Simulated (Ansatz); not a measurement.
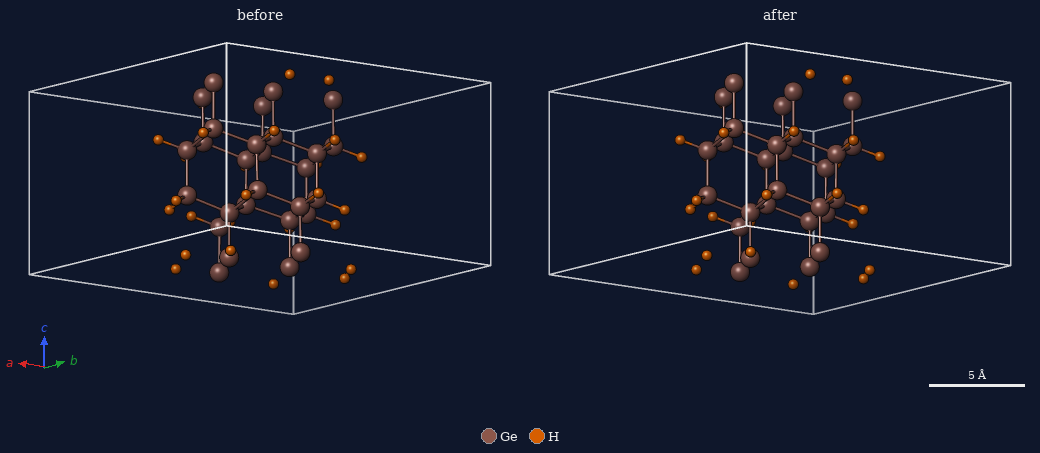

The structure of a wire of composition Ge28H26 before (left) and after (right) a relaxation, at one scale.

A ball-and-stick model of the cell of the calculation, with the vacuum cut short, seen from a free direction.

The calculation used Ansatz 0.2.0, DFT, PBEsol, PAW, plane waves. Settings: plane-wave cutoff 420 eV; k-point mesh 1 × 1 × 3; no spin polarisation; atoms relaxed in a fixed cell; force threshold 0.03 eV/Å; at most 80 steps.

Describe what moved and what it gained.

An H atom moves most relative to the layer's centre: 0.15 Å. By element the largest moves are H 0.15 Å, Ge 0.08 Å. The cell stays as it was. Among the contacts that change: Ge–H 1.633 → 1.544 Å, Ge–Ge 2.507 → 2.433 Å, Ge–H 1.613 → 1.544 Å, Ge–Ge 2.517 → 2.451 Å. Among the angles between lasting bonds that change: Ge–Ge–Ge 105.7° → 108.8°, Ge–Ge–Ge 107.0° → 109.8°, Ge–Ge–Ge 111.6° → 108.9°. After 3 geometry steps the energy has fallen by 0.732 eV per cell of the calculation. The largest force component goes from 0.94 to 0.018 eV/Å. The run took 4.6 s on 1 × NVIDIA GB200 with 8 threads of Arm Neoverse-V2, peak memory 2.5 GiB.
